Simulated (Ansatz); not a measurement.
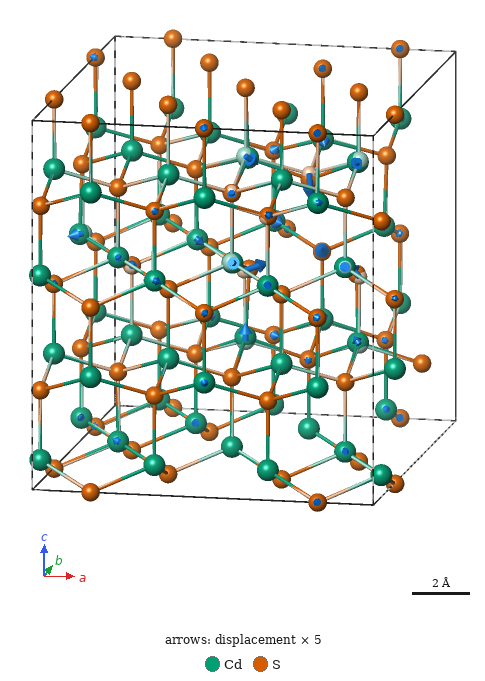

A relaxation of a defect cell of composition Cd47S48 (cell charge +1). The starting structure is drawn faded, the final one solid; blue arrows show the displacements, magnified 5 times.

A ball-and-stick model of the cell of the calculation (origin shifted), seen slightly off an axis.

The atoms of the start lie slightly off their symmetric places, so part of the fall in energy undoes that.

Theory: Ansatz, DFT, PBEsol, PAW, plane waves. Set-up: plane-wave cutoff 420 eV; k-point mesh 1 × 1 × 1; mesh shifted by (0.25, 0.25, 0.25); collinear spin; atoms relaxed in a fixed cell; force threshold 0.03 eV/Å; at most 80 steps.

What did the optimiser do to the structure, and how much energy did it gain?

Answer. Over 3 geometry steps the energy falls by 0.525 eV per cell of the calculation. The largest force component goes from 0.5 to 0.021 eV/Å. The largest move is that of an S atom, 0.20 Å along [3 2 1]. Largest moves by element: S 0.20 Å, Cd 0.14 Å. The cell doesn't change. Some distances before and after: Cd–S 2.554 → 2.471 Å, Cd–S 2.464 → 2.546 Å, Cd–S 2.546 → 2.485 Å, Cd–S 2.491 → 2.550 Å. Bond angles that change, for instance: S–Cd–S 107.3° → 114.7°, S–Cd–S 108.7° → 115.5°, S–Cd–S 108.2° → 114.9°.

Limits of the set-up: the cell is charged, on a uniform background, and energies carry no finite-size correction.
